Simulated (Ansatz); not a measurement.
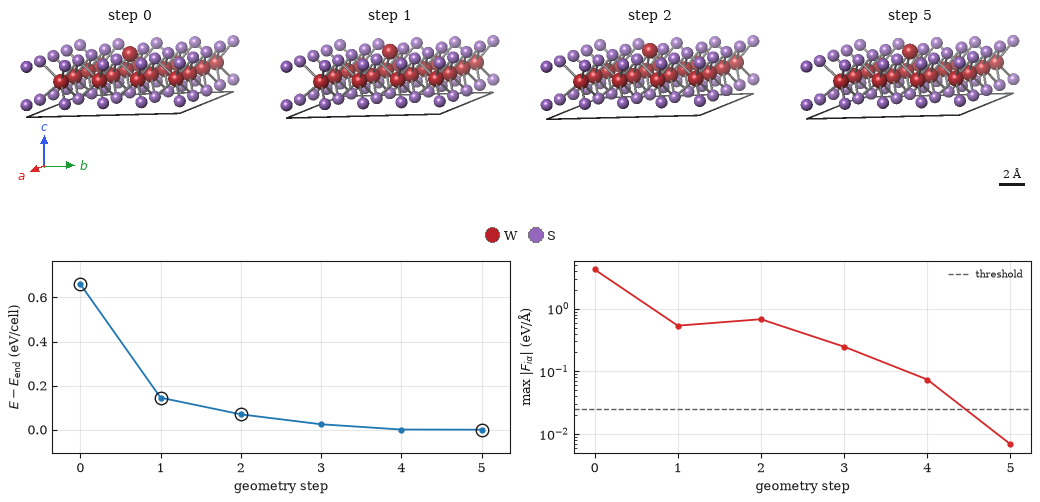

Frames of a relaxation of a defect cell of composition W17S31, marked on the history of the run. A ball-and-stick model of the cell of the calculation, outlined in the plane, without the vacuum (origin shifted), seen slightly off an axis.

Case: W on a S site (i), charge +0, atoms relaxed at the host's cell.

These are results of DFT PBE+D3(BJ), scalar-relativistic, plane waves, PAW (Ansatz), not measurements. (plane-wave cutoff 420 eV; k-point mesh 2 × 2 × 2; occupations gaussian; smearing width 0.01 eV; no spin polarisation; atoms relaxed in a fixed cell; force threshold 0.025 eV/Å; at most 45 steps)

> What happens along the run?

A W atom moves most relative to the layer's centre: 0.20 Å along the normal (+c). By element the largest moves are W 0.20 Å, S 0.13 Å. The lattice vectors keep their values. Near-neighbour distances that change, for instance: W–W 2.411 → 2.577 Å, W–W 3.160 → 3.088 Å, S–W 2.411 → 2.444 Å, W–W 3.160 → 3.187 Å. Among the angles between lasting bonds that change: W–W–W 81.9° → 73.6°, W–W–S 81.6° → 88.6°, W–W–S 81.9° → 76.0°. Over 5 geometry steps the energy falls by 0.661 eV per cell of the calculation. Largest force component: 4.2 eV/Å at the start, 0.0069 eV/Å at the end. From step 0 to 1: a W atom moves most (0.20 Å), energy −0.515 eV per cell of the calculation. From step 1 to 2: an S atom moves most (0.10 Å), energy −75.7 meV per cell of the calculation. From step 2 to 5: a W atom moves most (0.07 Å), energy −69.6 meV per cell of the calculation.

```csv
step,"E − E(0), meV/atom","largest force component, eV/Å"
0,0.00,4.2066
1,-10.74,0.5349
2,-12.32,0.6779
3,-13.25,0.2474
4,-13.75,0.0741
5,-13.76,0.0069
```
